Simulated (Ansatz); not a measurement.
# A series of single points on NiSi2

System: NiSi2 (Fmmm, 3 atoms in the cell).
Method: DFT PBEsol, scalar-relativistic, plane waves, PAW, no spin polarisation (Ansatz 0.2.0).

The 7 runs differ only in the geometry, by a strain of the cell at fixed fractional positions. Against run 4, the strain is εxx = −0.99 η and εyy = η. The structure derives from an entry of the Crystallography Open Database.

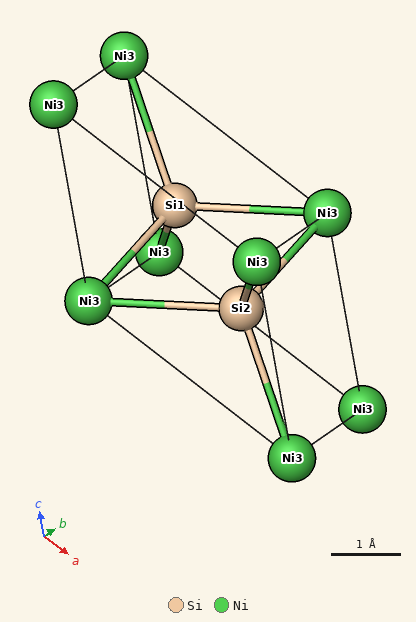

Figure 1. The structure of run 4 (ball-and-stick view of the reduced cell, seen slightly off an axis; atoms are numbered from 1 in the order of the input).

**Input of run 4**
```yaml
crystal:
  lattice:
    - [0.0, 2.6822263305, 2.6957048548]
    - [2.7091833791, 0.0, 2.6957048548]
    - [2.7091833791, 2.6822263305, 0.0]
  atoms:
    - { symbol: Si, position: [0.25, 0.25, 0.25] }
    - { symbol: Si, position: [0.75, 0.75, 0.75] }
    - { symbol: Ni, position: [0.0, 0.0, 0.0] }
basis:
  ecutwfc: 420
kpoints:
  mp_grid: { grid: [16, 16, 16] }
hamiltonian:
  xc: pbesol
scf:
  occupations: { method: gaussian, width: 0.15 }
output:
  forces: true
  stress: true
  eigenvalues: true
```

Command:
```bash
ansatz run input.yaml --threads 1 --pin off --max-ram 2560MiB --backend cpu --events-out ev --progress --plain --runs-dir out
```

Run 5 differs from it as follows:
```diff
-    - [0.0, 2.6822263305, 2.6957048548]
-    - [2.7091833791, 0.0, 2.6957048548]
-    - [2.7091833791, 2.6822263305, 0.0]
+    - [0.0, 2.6889655927, 2.6957048548]
+    - [2.7024441169, 0.0, 2.6957048548]
+    - [2.7024441169, 2.6889655927, 0.0]
```

**Results, with one run withheld**

| run | strain parameter η (%) | free energy per atom, from the lowest run given (meV) | pressure (GPa) |
| --- | --- | --- | --- |
| 1 | −1.2563 | 1.26 | −0.07 |
| 2 | −1.0050 | 0.89 | −0.08 |
| 3 | −0.7538 | 0.58 | −0.10 |
| 4 | 0.0000 | 0.00 | −0.12 |
| 5 | 0.2513 | ? | ? |
| 6 | 1.5075 | 0.33 | −0.11 |
| 7 | 2.5126 | 1.69 | −0.06 |

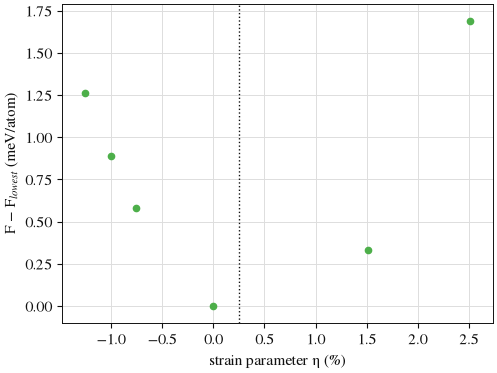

Figure 2. Free energy per atom of the runs given; the dotted line marks run 5.

Estimate the energy of run 5 from the others.

A cubic polynomial in the coordinate, fitted to the 6 runs given, misses them by under 0.01 meV per atom. With x = η − 0.1675, it reads F = −0.067489 − 0.29952 x + 0.44434 x² + 0.0012129 x³ (meV per atom). At run 5 it gives −0.09 meV per atom, and the run itself gives −0.08. The fit has its minimum at η = 0.5041 %.

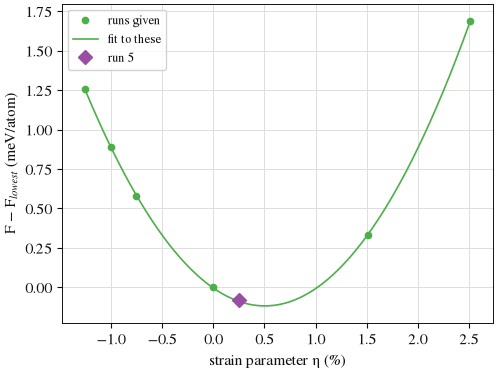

Figure 3. The fit and the withheld run.

**Output, shortened to warnings, some set-up lines, iterations and results (run 5)**
```
Basis set: ecut = 420 eV, 749 PW (Γ), exchange–correlation on 54×54×54 points (8 copies of the dense FFT grid, shifted against one another)
Symmetry: 8 space group operations
k-points: 621 of 4096
Initial density: superposition of atomic densities (neutral atoms: chi_scale 0, normalization atom), corrected by the library's trained network
[...]
SCF iter   1: F=—  HF=-7049.335334 eV  |F-HF|=—  |Δ(HF+E_count)|=         —  Δρ=2.35e-2  dr2=1.34e-1  ethr=1.77e-3  ⟨swp⟩=5.0  Hψ=53622  notcnv=0
SCF iter   2: F=—  HF=-7049.321162 eV  |F-HF|=—  |Δ(HF+E_count)|=   1.42e-2  Δρ=4.85e-3  dr2=6.95e-3  ethr=5.14e-4  ⟨swp⟩=2.0  Hψ=17460  notcnv=0  defer=17
SCF iter   3: F=—  HF=-7049.320397 eV  |F-HF|=—  |Δ(HF+E_count)|=   7.65e-4  Δρ=1.43e-3  dr2=7.68e-4  ethr=2.67e-5  ⟨swp⟩=1.0  Hψ=10539  notcnv=0  defer=17
SCF iter   4: F=—  HF=-7049.320265 eV  |F-HF|=—  |Δ(HF+E_count)|=   1.32e-4  Δρ=1.81e-4  dr2=5.04e-6  ethr=2.95e-6  ⟨swp⟩=2.4  Hψ=13575  notcnv=0  defer=17
SCF iter   5: F=—  HF=-7049.320282 eV  |F-HF|=—  |Δ(HF+E_count)|=   1.70e-5  Δρ=2.78e-5  dr2=3.16e-7  ethr=1.94e-8  ⟨swp⟩=2.0  Hψ=18633  notcnv=0  defer=17
SCF iter   6: F=-7049.320282 eV  HF=-7049.320282 eV  |F-HF|=2.40e-8  |Δ(HF+E_count)|=   5.03e-8  Δρ=1.23e-5  dr2=5.41e-8  ethr=3.85e-10  ⟨swp⟩=5.6  Hψ=47846  notcnv=0
SCF 1 converged in 6 iterations: F = -7049.320282 eV  dr2 = 5.41e-8
SCF converged after 6 iterations
Free energy (F): -7049.320282 eV
Harris-Foulkes:  -7049.320282 eV  (|F-HF|=2.40e-8)
Internal energy: -7049.310215 eV  (E = F + TS)
E sigma→0 (E₀):  -7049.315248 eV
Entropy (-TS):   -0.010067 eV (-3.356 meV/atom)
Fermi energy:    13.329151 eV
--- Per-component energies (eV) ---
  E_band       = -342.770104
  E_kinetic    = 371.542684
  E_local      = -4895.343819  (includes V_loc(G=0)·N_el)
  E_nonlocal   = 680.614880
  E_hartree    = 2115.658742
  E_xc         = -198.522559
  E_vxc        = -209.266324  (∫ρ·V_xc dr)
  E_paw        = -2588.821682  (= ΣΔE_a)
  E_vpaw       = -521.655189  (= ΣTr[D̂ρ^β])
  E_aug_tail   = 0.000490  (compensation charges beyond the density's cutoff)
  E_ewald      = -2534.699361
  E_core_change = 0.260410  (= ΣΔE_core)
  E_smearing   = -0.010067  (= −TS)
  E_closure    = -0.000000  (closes the sum)
  Σ components = -7049.320282   (vs F -7049.320282, Δ=0.00e0)
--- Forces (eV/Å), atoms counted from 1 ---
  atom   1  Si     0.00000000     0.00000000     0.00000000
  atom   2  Si    -0.00000000    -0.00000000     0.00000000
  atom   3  Ni    -0.00000000     0.00000000     0.00000000
  max |Σ_I F_I| component: 9.47e-30 eV/Å
--- Stress (GPa, compression-positive) ---
       -0.262122       0.000000      -0.000000
        0.000000       0.009022      -0.000000
       -0.000000      -0.000000      -0.125117
  P = ⅓ Tr σ = -0.1261 GPa (-1.261 kbar)
```

Notes: The run has no spin polarisation, so a magnetic state may lie lower.
